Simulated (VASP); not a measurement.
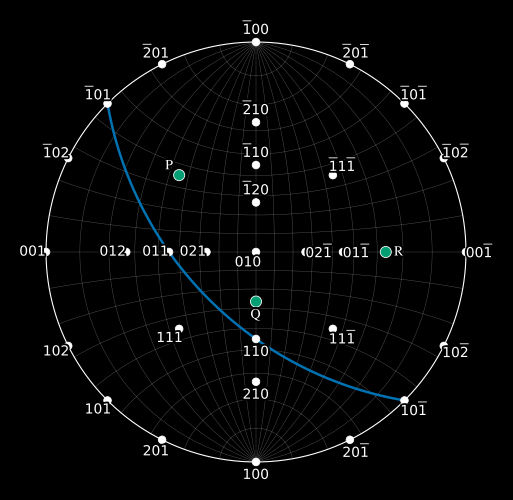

For CdO, the geometry relaxed with VASP Kohn-Sham DFT of a periodic cell, PBE, VASP PAW PBE potentials, recommended (VASP 6.6.1): stereographic projection of plane normals (upper hemisphere) centred on (0 1 0). All values are computed from the atomic coordinates in the standard setting (tolerance 0.002 Å).

a = 4.781 Å, b = 4.781 Å, c = 4.781 Å, α = 90.00°, β = 90.00°, γ = 90.00°.

> Index the poles marked P, Q, R.

P is (−1 1 1), 54.7° from the centre; Q is (1 2 0), 26.6° from the centre; R is (0 1 −2), 63.4° from the centre.

> Which zone does the coloured great circle trace?

The zone [1 −1 1]: its poles satisfy h − k + l = 0.

> What is the angle between the normals of (0 0 −1) and (−2 0 −1), and what are their d_hkl = 1/|g|?

63.4°; d = 4.781 Å and 2.138 Å.
